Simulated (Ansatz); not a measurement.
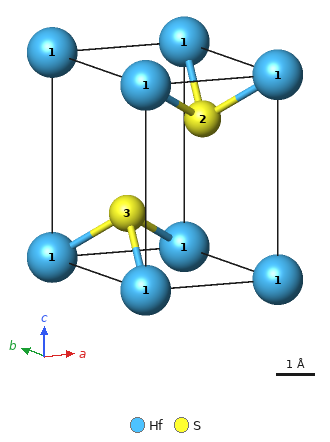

*The structure as given in the input (ball-and-stick view of the cell of the calculation, seen at an oblique angle; atoms are numbered from 1 in the order of the input). An atom can appear more than once, as a periodic image.*

Near neighbours in the periodic cell (some may lie outside the picture): Hf has 6 S at 2.54 Å; S has 3 Hf at 2.54 Å.

## Run report: HfS2, geometry relaxation

HfS2 (P-3m1, 3 atoms in the cell), computed with DFT, PBE, dispersion d3bj, plane waves, PAW, no spin polarisation (Ansatz 0.2.0).

The structure derives from a Materials Project entry. Figures and captions count atoms from 1; the log counts them from 0 in places.

The program's output
```
Engine: ansatz 0.2.0, x86_64-unknown-linux-gnu
Pseudopotentials: kind: paw
Pseudopotential: Hf, paw, valence charge 26, recommended cutoff 420 eV (normal), Hf.paw.azcp
Pseudopotential: S, paw, valence charge 6, recommended cutoff 420 eV (normal), S.paw.azcp
Functional definition: PBE
  parameter kappa = 0.804
  parameter beta = 0.06672455060314922
  exchange = pbe_x(kappa = kappa, mu = beta*pi^2/3)
  correlation = pbe_c(beta = beta)
Crystal: 3 atoms, lattice volume = 65.300 Å³
Basis set: ecut = 420 eV, 1255 PW (Γ), exchange–correlation on 50×50×80 points (8 copies of the dense FFT grid, shifted against one another)
Bands: 23, of which v1, the nominal top of the filled ones, is band 19 counted from 1 (18 counted from 0)
Symmetry: 12 space group operations
Space group: P-3m1 (ITA 164), of the structure as read, at distance tolerance 4.0e-5 Å
k-points: 14 of 72
Non-local potential: Hf, projectors of the file, l = 0: 3, l = 1: 2, l = 2: 2, l = 3: 3
Non-local potential: S, projectors of the file, l = 0: 2, l = 1: 2, l = 2: 2
PAW form: soft (Blöchl's): semilocal exchange-correlation on the pseudo side does not see the compensation charge
PAW one-centre angular grid: Hf, 590 points (default); XC on 64 Gauss nodes
PAW one-centre angular grid: S, 110 points (default); XC on 64 Gauss nodes
Initial density: superposition of atomic densities (neutral atoms: chi_scale 0, normalization atom), corrected by the library's trained network
Initial wavefunctions: pseudopotential atomic-orbital guess
Functional: x = pbe(κ = 0.804, μ = 0.2195149727645171), c = pbe(β = 0.06672455060314922)
SCF iter   1: F=—  HF=-17531.145898 eV  |F-HF|=—  |Δ(HF+E_count)|=         —  Δρ=1.49e-3  dr2=7.81e-4  ethr=1.77e-3  ⟨swp⟩=4.8  Hψ=1216  notcnv=0  defer=27
preconditioner: auto → Resta (q_TF=auto, 2.493 Å⁻¹)  ε∞=5.6  [insulator: Δε(μ)=0.880 eV  Ē_g=11.756 eV  n_scr=22 (ndim 8)  ℏωp=25.2 eV  f_vac=0.048  ε∞_Penn≈5.6]
SCF iter   2: F=—  HF=-17531.145497 eV  |F-HF|=—  |Δ(HF+E_count)|=   4.01e-4  Δρ=8.83e-4  dr2=2.63e-4  ethr=2.06e-6  ⟨swp⟩=2.5  Hψ=727  notcnv=0  defer=26
SCF iter   3: F=—  HF=-17531.145826 eV  |F-HF|=—  |Δ(HF+E_count)|=   3.29e-4  Δρ=2.08e-4  dr2=7.18e-5  ethr=6.93e-7  ⟨swp⟩=2.4  Hψ=534  notcnv=0  defer=27
SCF iter   4: F=—  HF=-17531.145934 eV  |F-HF|=—  |Δ(HF+E_count)|=   1.08e-4  Δρ=7.33e-5  dr2=7.57e-6  ethr=1.89e-7  ⟨swp⟩=2.1  Hψ=499  notcnv=0  defer=1
SCF iter   5: F=—  HF=-17531.145936 eV  |F-HF|=—  |Δ(HF+E_count)|=   2.30e-6  Δρ=4.38e-5  dr2=2.30e-6  ethr=1.99e-8  ⟨swp⟩=2.0  Hψ=529  notcnv=0  defer=1
SCF iter   6: F=—  HF=-17531.145938 eV  |F-HF|=—  |Δ(HF+E_count)|=   1.31e-6  Δρ=1.53e-5  dr2=2.42e-7  ethr=6.05e-9  ⟨swp⟩=2.0  Hψ=530  notcnv=0  defer=1
SCF iter   7: F=-17531.145938 eV  HF=-17531.145938 eV  |F-HF|=2.26e-8  |Δ(HF+E_count)|=   2.04e-7  Δρ=3.91e-6  dr2=1.90e-8  ethr=2.63e-10  ⟨swp⟩=6.3  Hψ=1419  notcnv=0
SCF 1 converged in 7 iterations: F = -17531.145938 eV  dr2 = 1.90e-8
  greatest PAW one-centre occupation: 0.999 electrons in one spin orbital (limit 2), on the Hf atom at site 0 (counted from 0), in its partial waves of l = 0
relax step   1: F+E_penalty+E_count = -17531.14593797 eV  Δ(F+E_penalty+E_count) = +0.000e0 eV  max|allowed force component| = 9.858e-4 eV/Å  Δτ_max = 0.0000 Å  P = -0.013 GPa  Ω = 65.300 Å³  (7 SCF iters, dr2 threshold 1.00e-7 eV, accepted)
Crystal: 3 atoms, lattice volume = 65.237 Å³
Initial density: handed on by an earlier stage of this run
Initial wavefunctions: those handed on with the density
iter 1 solved again at ethr=5.24e-8 eV; its pass at ethr=3.10e-3 eV (dr2=1.99e-5 eV) is discarded
SCF iter   1: F=—  HF=-17531.145850 eV  |F-HF|=—  |Δ(HF+E_count)|=         —  Δρ=9.39e-5  dr2=1.87e-5  ethr=5.24e-8  ⟨swp⟩=2.0  Hψ=1446  notcnv=0
preconditioner: auto → Resta (q_TF=auto, 2.493 Å⁻¹)  ε∞=5.6  [insulator: Δε(μ)=0.863 eV  Ē_g=11.755 eV  n_scr=22 (ndim 8)  ℏωp=25.2 eV  f_vac=0.047  ε∞_Penn≈5.6]
SCF iter   2: F=—  HF=-17531.145952 eV  |F-HF|=—  |Δ(HF+E_count)|=   1.02e-4  Δρ=4.44e-5  dr2=2.76e-6  ethr=4.92e-8  ⟨swp⟩=2.0  Hψ=393  notcnv=0
SCF iter   3: F=—  HF=-17531.145947 eV  |F-HF|=—  |Δ(HF+E_count)|=   5.09e-6  Δρ=1.57e-5  dr2=3.61e-7  ethr=7.27e-9  ⟨swp⟩=2.0  Hψ=517  notcnv=0
SCF iter   4: F=—  HF=-17531.145947 eV  |F-HF|=—  |Δ(HF+E_count)|=   6.51e-8  Δρ=9.33e-6  dr2=7.38e-8  ethr=9.51e-10  ⟨swp⟩=2.0  Hψ=583  notcnv=0
SCF iter   5: F=—  HF=-17531.145947 eV  |F-HF|=—  |Δ(HF+E_count)|=   5.89e-9  Δρ=3.74e-6  dr2=1.00e-8  ethr=1.94e-10  ⟨swp⟩=2.0  Hψ=530  notcnv=0
SCF iter   6: F=-17531.145947 eV  HF=-17531.145947 eV  |F-HF|=6.69e-10  |Δ(HF+E_count)|=   1.01e-8  Δρ=8.63e-7  dr2=4.54e-10  ethr=1.64e-12  ⟨swp⟩=4.9  Hψ=1679  notcnv=0
SCF 2 converged in 6 iterations: F = -17531.145947 eV  dr2 = 4.54e-10
relax step   2: F+E_penalty+E_count = -17531.14594723 eV  Δ(F+E_penalty+E_count) = -9.258e-6 eV  max|allowed force component| = 4.245e-3 eV/Å  Δτ_max = 0.0014 Å  P = -0.001 GPa  Ω = 65.237 Å³  energy of the carried Pulay correction = +9.483e-6 eV  (6 SCF iters, dr2 threshold 6.25e-10 eV, rejected (line search))
Crystal: 3 atoms, lattice volume = 65.273 Å³
iter 1 solved again at ethr=1.88e-8 eV; its pass at ethr=3.10e-3 eV (dr2=7.15e-6 eV) is discarded
SCF iter   1: F=—  HF=-17531.145841 eV  |F-HF|=—  |Δ(HF+E_count)|=         —  Δρ=5.70e-5  dr2=6.72e-6  ethr=1.88e-8  ⟨swp⟩=2.0  Hψ=1445  notcnv=0
preconditioner: auto → Resta (q_TF=auto, 2.493 Å⁻¹)  ε∞=5.6  [insulator: Δε(μ)=0.869 eV  Ē_g=11.754 eV  n_scr=22 (ndim 8)  ℏωp=25.2 eV  f_vac=0.048  ε∞_Penn≈5.6]
SCF iter   2: F=—  HF=-17531.145947 eV  |F-HF|=—  |Δ(HF+E_count)|=   1.07e-4  Δρ=2.76e-5  dr2=1.02e-6  ethr=1.77e-8  ⟨swp⟩=2.0  Hψ=395  notcnv=0
SCF iter   3: F=—  HF=-17531.145944 eV  |F-HF|=—  |Δ(HF+E_count)|=   2.97e-6  Δρ=9.92e-6  dr2=1.46e-7  ethr=2.68e-9  ⟨swp⟩=2.1  Hψ=503  notcnv=0
SCF iter   4: F=—  HF=-17531.145944 eV  |F-HF|=—  |Δ(HF+E_count)|=   2.04e-8  Δρ=5.78e-6  dr2=2.82e-8  ethr=3.83e-10  ⟨swp⟩=2.0  Hψ=584  notcnv=0
SCF iter   5: F=—  HF=-17531.145944 eV  |F-HF|=—  |Δ(HF+E_count)|=   2.73e-9  Δρ=2.42e-6  dr2=4.19e-9  ethr=7.42e-11  ⟨swp⟩=2.0  Hψ=528  notcnv=0
SCF iter   6: F=—  HF=-17531.145944 eV  |F-HF|=—  |Δ(HF+E_count)|=   4.61e-9  Δρ=5.67e-7  dr2=2.09e-10  ethr=1.10e-11  ⟨swp⟩=2.0  Hψ=480  notcnv=0
SCF iter   7: F=—  HF=-17531.145944 eV  |F-HF|=—  |Δ(HF+E_count)|=  3.71e-10  Δρ=8.54e-8  dr2=6.88e-12  ethr=1.00e-12  ⟨swp⟩=2.1  Hψ=472  notcnv=0
SCF iter   8: F=-17531.145944 eV  HF=-17531.145944 eV  |F-HF|=0.00e0  |Δ(HF+E_count)|=  2.18e-11  Δρ=3.28e-8  dr2=9.98e-13  ethr=1.00e-12  ⟨swp⟩=6.2  Hψ=1647  notcnv=0
SCF 3 converged in 8 iterations: F = -17531.145944 eV  dr2 = 9.98e-13
relax step   3: F+E_penalty+E_count = -17531.14594428 eV  Δ(F+E_penalty+E_count) = -6.310e-6 eV  max|allowed force component| = 6.826e-4 eV/Å  Δτ_max = 0.0005 Å  P = -0.000 GPa  Ω = 65.273 Å³  energy of the carried Pulay correction = +4.070e-6 eV  (8 SCF iters, accepted)
Initial wavefunctions: pseudopotential atomic-orbital guess (no wavefunctions were taken with the density)
iter 1 solved again at ethr=2.97e-7 eV; its pass at ethr=3.10e-3 eV (dr2=1.13e-4 eV) is discarded
SCF iter   1: F=—  HF=-17531.145826 eV  |F-HF|=—  |Δ(HF+E_count)|=         —  Δρ=1.39e-6  dr2=1.80e-9  ethr=2.97e-7  ⟨swp⟩=3.0  Hψ=2082  notcnv=0  defer=26
eigensolver tolerance schedule: the retry pair's looser diagonalisation over-reported the residual by 62798.18 of it (diagonalisation noise at an unbounded share of the residual, at the tolerance the schedule requests for it); recorded, not acted on — ethr = c·dr2/N_el stays at c = 1.0e-1
preconditioner: auto → Resta (q_TF=auto, 2.493 Å⁻¹)  ε∞=5.6  [insulator: Δε(μ)=0.868 eV  Ē_g=11.754 eV  n_scr=22 (ndim 8)  ℏωp=25.2 eV  f_vac=0.048  ε∞_Penn≈5.6]
SCF iter   2: F=—  HF=-17531.145938 eV  |F-HF|=—  |Δ(HF+E_count)|=   1.13e-4  Δρ=8.86e-7  dr2=5.54e-10  ethr=4.72e-12  ⟨swp⟩=3.7  Hψ=876  notcnv=0  defer=9
SCF iter   3: F=—  HF=-17531.145938 eV  |F-HF|=—  |Δ(HF+E_count)|=  3.64e-11  Δρ=5.62e-7  dr2=1.87e-10  ethr=1.46e-12  ⟨swp⟩=2.1  Hψ=525  notcnv=0  defer=9
SCF iter   4: F=—  HF=-17531.145938 eV  |F-HF|=—  |Δ(HF+E_count)|=  4.73e-11  Δρ=1.96e-7  dr2=6.40e-11  ethr=1.00e-12  ⟨swp⟩=2.0  Hψ=406  notcnv=0  defer=9
SCF iter   5: F=—  HF=-17531.145938 eV  |F-HF|=—  |Δ(HF+E_count)|=  2.18e-11  Δρ=4.89e-8  dr2=1.76e-12  ethr=1.00e-12  ⟨swp⟩=1.9  Hψ=481  notcnv=0  defer=9
SCF iter   6: F=-17531.145938 eV  HF=-17531.145938 eV  |F-HF|=0.00e0  |Δ(HF+E_count)|=  3.64e-12  Δρ=1.86e-8  dr2=3.49e-13  ethr=1.00e-12  ⟨swp⟩=7.4  Hψ=1573  notcnv=0
SCF 4 converged in 6 iterations: F = -17531.145938 eV  dr2 = 3.49e-13
relax step   4: F+E_penalty+E_count = -17531.14593844 eV  Δ(F+E_penalty+E_count) = +5.839e-6 eV  max|allowed force component| = 6.843e-4 eV/Å  Δτ_max = 0.0000 Å  P = -0.000 GPa  Ω = 65.273 Å³  stress off target by 5.10e-3 GPa  SCF on the basis re-selected at this cell (its energy is not comparable with the rows above)  (6 SCF iters)
```

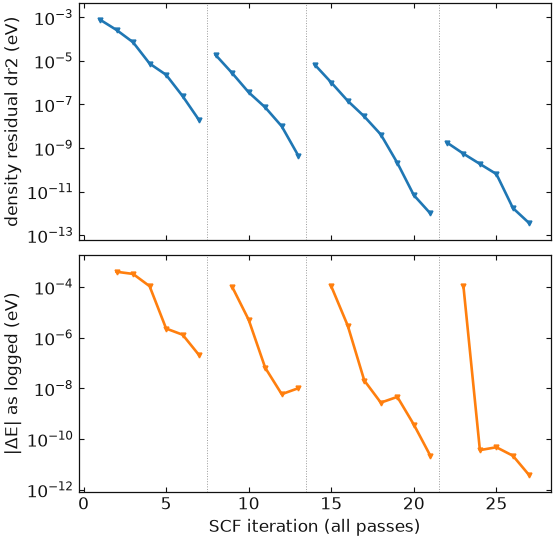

*Convergence of the self-consistent field: density residual dr2 and size of the energy change against the SCF iteration. The dotted lines part the SCF passes of the relaxation: geometry steps, rejected trials and re-solves on a re-selected basis.*

The passes take 7, 6, 8 and 6 iterations.

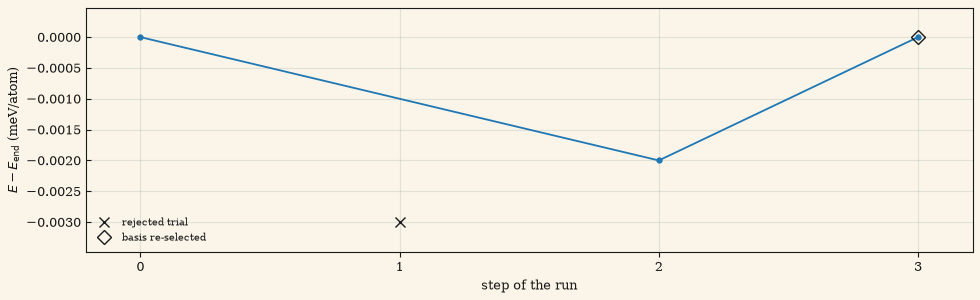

*Progress of the relaxation, step by step (the first geometry is step 0 here and step 1 in the log).*

No atom moves by more than 0.005 Å relative to the cell. The space group stays P-3m1 (No. 164). The energy falls by next to nothing (0.0 meV per atom) in 2 geometry steps. The largest force component goes from 0.00099 to 0.00068 eV/Å. Pressure: −0.01 GPa at the start and 0.00 GPa at the end. The line search rejected the trial step at point 1 (counted from 0) and went back. A last SCF at the same geometry on a re-selected plane-wave basis shifts the energy by +0.0 meV per atom.

```
basis re-selected at this cell: Δ(F+E_penalty+E_count) = +5.839e-6 eV, ΔP = +0.000 GPa vs the last step (what re-selecting the basis moved, of the pressure what is left beyond the Pulay correction that the steps carried, after the strain that the cell walked since its last selection, with what the two solves' SCF thresholds leave and, on support functions, any second-order correction that the steps lacked; it is no measure of the basis error at this ecutwfc). This SCF's stress stands 5.10e-3 GPa from its target on what of the cell is left free (relax.cell.stress_tol is 1.00e-2 GPa) and its largest allowed force component is 6.84e-4 eV/Å (relax.f_tol is 1.00e-3 eV/Å): within both
SCF converged after 6 iterations
Free energy (F): -17531.145938 eV
Harris-Foulkes:  -17531.145938 eV  (|F-HF|=0.00e0)
Internal energy: -17531.145938 eV  (E = F + TS)
E sigma→0 (E₀):  -17531.145938 eV
Fermi energy:    9.585888 eV
--- Per-component energies (eV) ---
  E_band       = -193.605375
  E_kinetic    = 635.088986
  E_local      = -8034.240808  (includes V_loc(G=0)·N_el)
  E_nonlocal   = -1186.792526
  E_hartree    = 3709.257987
  E_xc         = -494.395035
  E_vxc        = -441.199895  (∫ρ·V_xc dr)
  E_paw        = -8127.487128  (= ΣΔE_a)
  E_vpaw       = 1415.022936  (= ΣTr[D̂ρ^β])
  E_aug_tail   = 0.000002  (compensation charges beyond the density's cutoff)
  E_ewald      = -4031.560446
  E_disp       = -1.016969  (pairwise vdW)
  E_smearing   = -0.000000  (= −TS)
  E_closure    = 0.000000  (closes the sum)
  Σ components = -17531.145938   (vs F -17531.145938, Δ=0.00e0)
--- Forces (eV/Å), atoms counted from 1 ---
  atom   1  Hf    -0.00000000    -0.00000000     0.00000000
  atom   2  S      0.00000000     0.00000000    -0.00068428
  atom   3  S      0.00000000    -0.00000000     0.00068428
  max |Σ_I F_I| component: 1.85e-17 eV/Å
--- Stress (GPa, compression-positive) ---
        0.001924       0.000000      -0.000000
        0.000000       0.001924       0.000000
       -0.000000       0.000000      -0.005100
  P = ⅓ Tr σ = -0.0004 GPa (-0.004 kbar)
--- Band table (eV; the first three rows and the last of 14) ---
  k-point 0: bands = ["-52.5466", "-21.2389", "-21.1204", "-21.1204", "-3.7413", "-2.6704", "-2.5041", "-2.4847", "-2.4847", "-2.4759", "-2.4759", "-2.4629", "-1.7528", "4.5425", "6.6730", "6.6730", "9.4081", "9.4081", "9.5859", "11.4290", "11.4290", "12.0015", "14.7606"]
  k-point 1: bands = ["-52.5466", "-21.2393", "-21.1204", "-21.1204", "-3.4399", "-2.7983", "-2.5041", "-2.4848", "-2.4848", "-2.4759", "-2.4759", "-2.4629", "-2.1271", "5.8533", "6.7263", "6.7263", "7.5165", "9.2342", "9.2342", "11.3740", "11.3740", "12.2968", "15.2930"]
  k-point 2: bands = ["-52.5449", "-21.2289", "-21.1724", "-21.1321", "-3.4393", "-2.6476", "-2.5013", "-2.4812", "-2.4797", "-2.4768", "-2.4688", "-2.4683", "-1.8267", "4.9447", "6.3813", "6.8282", "7.7896", "8.7776", "9.4109", "11.2900", "12.1776", "12.4630", "14.5119"]
  k-point 13: bands = ["-52.5387", "-21.2619", "-21.2619", "-21.1933", "-2.5912", "-2.5912", "-2.4917", "-2.4901", "-2.4841", "-2.4841", "-2.4677", "-1.9858", "-1.9858", "5.6635", "5.6635", "5.7397", "7.1433", "7.6362", "7.6362", "12.2708", "12.7456", "12.7456", "15.7918"]
--- Relaxed structure (3 steps of the walk, 2 accepted, 1 SCFs on fresh bases) ---
  F+E_penalty+E_count = -17531.14593844 eV   max|allowed force component| = 6.843e-4 eV/Å   (the final SCF, on the basis selected at the relaxed cell)
  cell:  # Å, volume = 65.2730 Å³
    - [3.611693142263719, 0.0, -9.161873451076995e-20]
    - [-1.8058465711318594, 3.1278180118744245, 4.580936725538497e-20]
    - [-1.4660147525715993e-19, -2.948458594132548e-33, 5.778051687784613]
  atoms:
    - { symbol: Hf, position: [-4.832200785039355e-35, 0.0, -6.2530432552263475e-21] }
    - { symbol: S, position: [0.6666666666666666, 0.3333333333333333, 0.7485539532656567] }
    - { symbol: S, position: [0.3333333333333333, 0.6666666666666666, 0.25144604673434345] }
```

Trajectory as extended XYZ (Å, eV, eV/Å), 4 frames, from step=1 to step=4
```
3
Lattice="3.6120 0.0000 0.0000 -1.8060 3.1281 0.0000 0.0000 0.0000 5.7796" Properties=species:S:1:pos:R:3:forces:R:3 step=1 energy=-17531.14594 pressure_GPa=-0.01
Hf    0.0000    0.0000    0.0000    0.0000   0.0000   0.0000
S     1.8060    1.0427    4.3268    0.0000   0.0000  -0.0010
S     0.0000    2.0854    1.4528    0.0000   0.0000   0.0010
3
Lattice="3.6112 0.0000 0.0000 -1.8056 3.1274 0.0000 0.0000 0.0000 5.7764" Properties=species:S:1:pos:R:3:forces:R:3 step=2 energy=-17531.14595 pressure_GPa=-0.00 accepted=F
Hf    0.0000    0.0000    0.0000    0.0000   0.0000   0.0000
S     1.8056    1.0425    4.3230    0.0000   0.0000   0.0042
S     0.0000    2.0849    1.4534    0.0000   0.0000  -0.0042
3
Lattice="3.6117 0.0000 0.0000 -1.8058 3.1278 0.0000 0.0000 0.0000 5.7781" Properties=species:S:1:pos:R:3:forces:R:3 step=3 energy=-17531.14594 pressure_GPa=-0.00
Hf    0.0000    0.0000    0.0000    0.0000   0.0000   0.0000
S     1.8058    1.0426    4.3252    0.0000   0.0000  -0.0007
S     0.0000    2.0852    1.4529    0.0000   0.0000   0.0007
3
Lattice="3.6117 0.0000 0.0000 -1.8058 3.1278 0.0000 0.0000 0.0000 5.7781" Properties=species:S:1:pos:R:3:forces:R:3 step=4 energy=-17531.14594 pressure_GPa=-0.00
Hf    0.0000    0.0000    0.0000    0.0000   0.0000   0.0000
S     1.8058    1.0426    4.3252    0.0000   0.0000  -0.0007
S     0.0000    2.0852    1.4529    0.0000   0.0000   0.0007
```

This output came from the following input.

Input file
```yaml
crystal:
  lattice:
    - [3.6119650026, 0.0, 0.0]
    - [-1.8059825013, 3.1280534498, 0.0]
    - [0.0, 0.0, 5.7795973802]
  atoms:
    - { symbol: Hf, position: [0.0, 0.0, 0.0] }
    - { symbol: S, position: [0.6666666667, 0.3333333333, 0.7486359692] }
    - { symbol: S, position: [0.3333333333, 0.6666666667, 0.2513640308] }
basis:
  ecutwfc: 420
kpoints:
  mp_grid: { grid: [6, 6, 2] }
hamiltonian:
  xc: pbe
  dispersion: d3bj
scf:
  occupations: { method: fixed }
output:
  forces: true
  stress: true
  eigenvalues: true
relax:
  adjacent_minimum: "off"
  f_tol: 0.001
  max_steps: 60
  cell: { stress_tol: 0.01 }
```

Command:
```bash
ansatz run input.yaml --threads 1 --pin off --max-ram 2560MiB --backend cpu --events-out ev --progress --plain --runs-dir out
```

Key numbers

| quantity | value |
| --- | --- |
| outcome | converged |
| space group (tolerance 0.01 Å) | P-3m1 (164) |
| electrons treated | 38 |
| free energy | −17531.1459 eV |
| Fermi energy | 9.586 eV |
| gap on the k-point mesh | 0.87 eV |
| pressure | 0.00 GPa |
| final volume | 65.27 Å³ |
| largest force (length of the vector) at the end | 0.001 eV/Å |
| final cell | a = 3.612 Å, b = 3.612 Å, c = 5.778 Å, α = 90.00°, β = 90.00°, γ = 120.00° |
| hardware | 1 thread of Intel Xeon (Sapphire Rapids), 64 GiB of memory available, shared host |
| wall time | 4.2 s |
| peak memory | 0.39 GiB |

Notes

Settings chosen away from the usual ones: cell and atoms relaxed tightly for response. These settings are looser than, or depart from, a standard set-up, so the numbers are not reference values for this system. So coarse a mesh can miss the band edges, so the true gap of this method can be much smaller, or zero. Spin–orbit coupling is left out, which matters for Hf.
